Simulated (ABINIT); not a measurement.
V: hubbard response calculation (part 3 of 3)

Continued. System: V (1 atom in the cell). Method: Kohn-Sham DFT of a periodic cell, LDA, DFT+U, JTH PAW LDA v2.0, spin-polarised (ABINIT 10.8.3); cutoff 353.75 eV, 6×6×6 k-mesh, cold smearing of 0.136 eV, collinear spins. The structure derives from an entry of the Crystallography Open Database.

Geometry of the input (Å; fractional positions):
```
-1.5144  1.5144  1.5144
1.5144  -1.5144  1.5144
1.5144  1.5144  -1.5144
V  0.0000  0.0000  0.0000
```

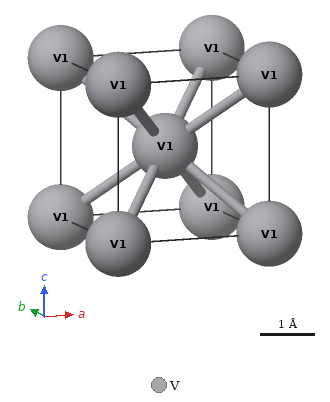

**Figure 1.** The structure (ball-and-stick view of the cell 2 times as large as that of the calculation, set on its symmetry axes, seen slightly off an axis; atoms are numbered from 1 in the order of the input).

## Output, continued
```
 cartesian forces (eV/Angstrom) at end:
    1      0.00000000000000     0.00000000000000     0.00000000000000
 frms,max,avg= 0.0000000E+00 0.0000000E+00   2.591E-08 -3.876E-08  3.957E-08 e/A
 length scales=  4.956621499200  4.956621499200  4.956621499200 bohr
              =  2.622931138669  2.622931138669  2.622931138669 angstroms
 Fermi (or HOMO) energy (hartree) =   0.35876   Average Vxc (hartree)=  -0.45190
 Magnetization (Bohr magneton)=  6.01461018E-01
 Total spin up =  6.80073051E+00   Total spin down =  6.19926949E+00
 Eigenvalues (hartree) for nkpt= 112  k points, SPIN UP:
 kpt#   1, nband= 11, wtk=  0.00463, kpt=  0.0000  0.0000  0.0000 (reduced coord)
  -1.97221   -1.00408   -1.00408   -1.00408    0.11180    0.36488    0.36488    0.36488
   0.43738    0.43738    1.09961
      occupation numbers for kpt#   1
   1.00000    1.00000    1.00000    1.00000    1.00000    0.00000    0.00000    0.00000
   0.00000    0.00000    0.00000
 prteigrs : prtvol=0 or 1, do not print more k-points.

 Eigenvalues (hartree) for nkpt= 112  k points, SPIN DOWN:
 kpt#   1, nband= 11, wtk=  0.00463, kpt=  0.0000  0.0000  0.0000 (reduced coord)
  -1.95754   -0.98952   -0.98952   -0.98952    0.12606    0.38122    0.38122    0.38122
   0.44930    0.44930    1.11361
      occupation numbers for kpt#   1
   1.00000    1.00000    1.00000    1.00000    1.00000    0.00000    0.00000    0.00000
   0.00000    0.00000    0.00000
 prteigrs : prtvol=0 or 1, do not print more k-points.

--- !EnergyTerms
iteration_state     : {dtset: 2, }
comment             : Components of total free energy in Hartree
kinetic             :  9.88920079107270E+00
hartree             :  1.39163273975043E+01
xc                  : -3.80549443105278E+00
Ewald energy        : -5.37293392734223E+01
psp_core            :  3.00988787835145E+00
local_psp           : -4.39424658056548E+01
PAW spherical_terms :  2.49909068392755E+00
internal            : -7.21627927592738E+01
'-kT*entropy'       :  1.75178964519723E-04
total_energy        : -7.21626175803093E+01
total_energy_eV     : -1.96364485949881E+03
...

--- !EnergyTermsDC
iteration_state     : {dtset: 2, }
comment             : '"Double-counting" decomposition of free energy'
band_energy         : -8.47277042787314E+00
Ewald energy        : -5.37293392734223E+01
psp_core            :  3.00988787835145E+00
xc_dc               : -1.29207683083135E+01
PAW spherical_terms : -3.94771338322464E-02
internal            : -7.21524672650897E+01
'-kT*entropy'       :  1.75178964519723E-04
total_energy_dc     : -7.21522920861251E+01
total_energy_dc_eV  : -1.96336388848839E+03
...

--- !EnergyTermsWithPAWCore
iteration_state     : {dtset: 2, }
comment             : 'Components of total free energy, including PAW core contributions'
Total energy        : -9.47402298381243E+02
Total energy DC     : -9.47391972887059E+02
Total energy (eV)   : -2.57801298715821E+04
Total energy DC (eV): -2.57798489005717E+04
...

 Cartesian components of stress tensor (hartree/bohr^3)
  sigma(1 1)=  5.17055255E-04  sigma(3 2)= -2.30097220E-10
  sigma(2 2)=  5.17055212E-04  sigma(3 1)=  1.42191159E-11
  sigma(3 3)=  5.17055223E-04  sigma(2 1)= -3.50715277E-11

-Cartesian components of stress tensor (GPa)         [Pressure= -1.5212E+01 GPa]
- sigma(1 1)=  1.52122908E+01  sigma(3 2)= -6.76969393E-06
- sigma(2 2)=  1.52122895E+01  sigma(3 1)=  4.18340834E-07
- sigma(3 3)=  1.52122899E+01  sigma(2 1)= -1.03183997E-06

== END DATASET(S) ==============================================================
================================================================================

 -outvars: echo values of variables after computation  --------
            acell      4.9566214992E+00  4.9566214992E+00  4.9566214992E+00 Bohr
           etotal1    -7.2173003806E+01
           etotal2    -7.2152292086E+01
            fcart1     0.0000000000E+00  0.0000000000E+00  0.0000000000E+00
            fcart2     0.0000000000E+00  0.0000000000E+00  0.0000000000E+00
            rprim     -5.7735026920E-01  5.7735026920E-01  5.7735026920E-01
                       5.7735026920E-01 -5.7735026920E-01  5.7735026920E-01
                       5.7735026920E-01  5.7735026920E-01 -5.7735026920E-01
           strten1     5.7316471527E-04  5.7316469984E-04  5.7316467523E-04
                       9.1072558295E-11 -1.0616076280E-11  1.2732722995E-11
           strten2     5.1705525484E-04  5.1705521185E-04  5.1705522302E-04
                      -2.3009721977E-10  1.4219115936E-11 -3.5071527678E-11
 Calculation completed.
```

## File lruj.log
```
.Version 10.8.3 of LRUJ
--------------------------------------------------------|---------------------------------------
 Linear:        -0.1752288    -0.1036937     3.9369651  |    0.0001254    0.0000208    0.0045174
*************************************************************************************************
*************************************************************************************************
```

## Results in brief

```tsv
quantity	value
outcome	converged
space group (tolerance 0.01 Å)	Im-3m (229)
electrons treated	13
free energy	−1963.6452 eV
Fermi energy of the self-consistent step	9.717 eV
gap on the k-point mesh	none (metallic)
net moment of the cell	0.60 μB
pressure	−16.04 GPa
largest force (length of the vector)	under 0.001 eV/Å
hardware	1 thread of Arm Neoverse V1, 24 GiB of memory available, shared host
wall time	38 s
peak memory	0.08 GiB
```

## Remarks

Points of doubt noted for this run: cell small for linear response. The k-point mesh is coarse for a cell of this size, so the results may not be converged.
